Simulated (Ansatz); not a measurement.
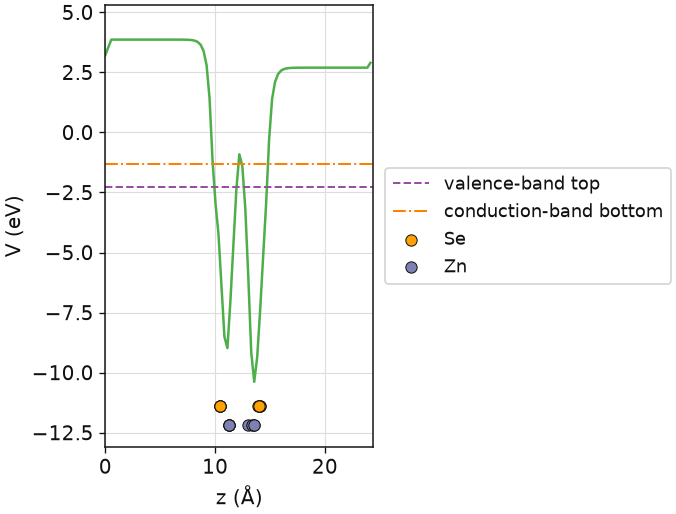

Plane-averaged electrostatic potential energy of an electron across the slab; circles at the bottom mark the heights of the atoms.

System: a (111) slab cut from ZnSe (F-43m), ended by Zn above and Se below, 16 atoms in the cell, the slab at its places in the relaxed adsorbed structure.

```xyz
16
Lattice="8.1060 0.0000 0.0000 -4.0530 7.0200 0.0000 0.0000 0.0000 24.4086" Properties=species:S:1:pos:R:3 pbc="T T T"
Se    4.0530    0.0000    8.0000
Se    2.0265    3.5100    8.0000
Se    0.0000    0.0000    8.0000
Se   -2.0265    3.5100    8.0000
Zn   -2.0265    5.8500    8.8273
Zn    0.0000    2.3400    8.8273
Zn    2.0265    5.8500    8.8273
Zn    4.0530    2.3400    8.8273
Se    1.9884    6.1786   11.6266
Se    4.0534    2.7190   11.4864
Se   -1.9878    6.1631   11.6264
Se    0.0059    2.8035   11.5193
Zn    0.0054    5.1374   10.5548
Zn    1.9874    1.5028   11.1429
Zn    4.0508    5.1149   10.9271
Zn    6.1212    1.5148   11.1207
```

Method: DFT PBE, scalar-relativistic, plane waves, PAW, no spin polarisation, 2×2×1 k mesh, 420 eV cutoff, Gaussian smearing of 0.05 eV (Ansatz).

What are the ionisation potential and the electron affinity of the slab?

Answer. From the vacuum level at the right face the ionisation potential is 4.97 eV and the electron affinity 4.01 eV; at the left face they are 6.14 and 5.18 eV. The slab's gap, their difference before rounding, is 0.96 eV.

How thick are slab and vacuum?

Answer. The outermost atoms are 3.6 Å apart, which leaves 20.8 Å of vacuum in a cell 24.4 Å high.

Do the two faces differ, and what does that say about the slab's dipole?

Answer. The vacuum level is 1.17 eV higher at the left than at the right, so the slab carries a dipole along its normal; the ramp in the vacuum, at or near the edge of the plot, is the dipole correction that keeps each side flat.

The atoms aren't at rest in this cell (largest force 0.6 eV/Å), so the relaxed material can differ.
